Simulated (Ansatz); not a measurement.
MgO

Input file:

```
crystal:
  lattice:
    - [3.3137906492, 0.0, 0.0]
    - [-1.6568953246, 2.8698268851, 0.0]
    - [0.0, 0.0, 7.6856324881]
  atoms:
    - { symbol: Mg, position: [0.0, 0.0, 0.0] }
    - { symbol: O, position: [0.0, 0.0, 0.25] }
    - { symbol: Mg, position: [0.3333333333, 0.6666666667, 0.3333333333] }
    - { symbol: O, position: [0.3333333333, 0.6666666667, 0.5833333333] }
    - { symbol: Mg, position: [0.6666666667, 0.3333333333, 0.6666666667] }
    - { symbol: O, position: [0.6666666667, 0.3333333333, 0.9166666667] }
basis:
  ecutwfc: 420
kpoints:
  mp_grid: { grid: [12, 12, 3] }
hamiltonian:
  xc: pbe
scf:
  occupations: { method: gaussian, width: 0.02 }
output:
  forces: true
  stress: true
  eigenvalues: true
  populations: true
  write_density: true
  write_potential: true
  elf: true
  volumetric_format: npy
relax:
  adjacent_minimum: "off"
  f_tol: 0.01
  max_steps: 45
  cell: { stress_tol: 0.05 }
```

Run with:

```sh
ansatz run input.yaml --threads 1 --pin off --max-ram 2560MiB --backend cpu --events-out ev --progress --plain --runs-dir out
```

The fields are those of the relaxed geometry.

Space group F-43m; a generated structure, not necessarily the stable one.

Computed with Ansatz 0.2.0, DFT PBE, scalar-relativistic, plane waves, PAW.

Core electrons are frozen (PAW), and the valence fields are smoothed inside the atomic spheres.

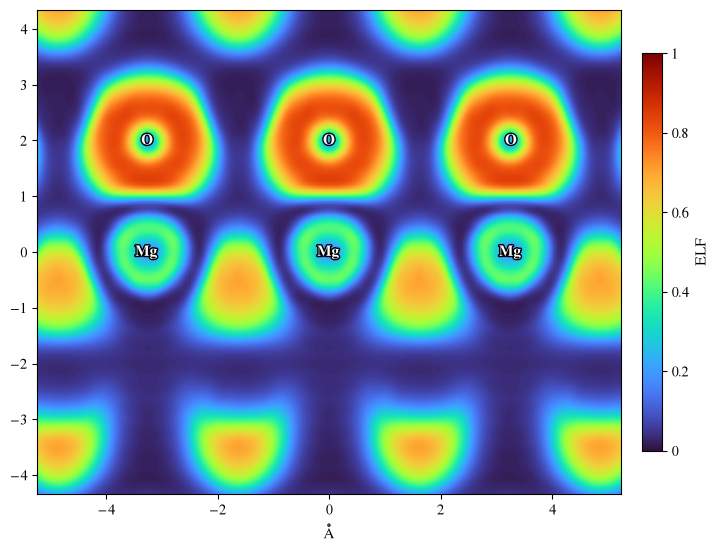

Figure 1. ELF on the (100) plane of the calculation cell.

**Interpret the plot.**

- Atoms in the plane: Mg and O.
- Atoms just off the plane (Mg, 0.9 Å away and O, 0.9 Å away) can leave unmarked features too.
- Mg–O (2.00 Å): the ELF peaks at about 0.85 in the valence shell of O, 0.7 Å from its nucleus, and is about 0.35 at the midpoint: a closed-shell, largely ionic contact.

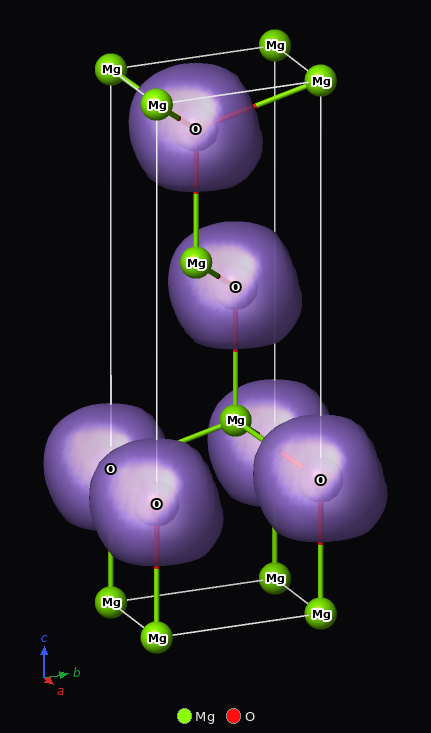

Figure 2. Isosurface of the electron localisation function at 0.65 (purple), seen slightly off an axis. Only the valence region is drawn (cores and ρ < 0.01 e/Å³ removed). Sticks mark near contacts.

**What do the ELF domains correspond to?**

The surface consists of three regions wrapped around O (the valence shell of each), counted in one cell of 6 atoms. Any copies at cell faces, edges or corners count once.

**Does the calculation give a band gap?**

It is gapped, with a Kohn–Sham gap of 3.5 eV on the k-point mesh (the band edges may lie off the mesh, which would make the gap smaller).
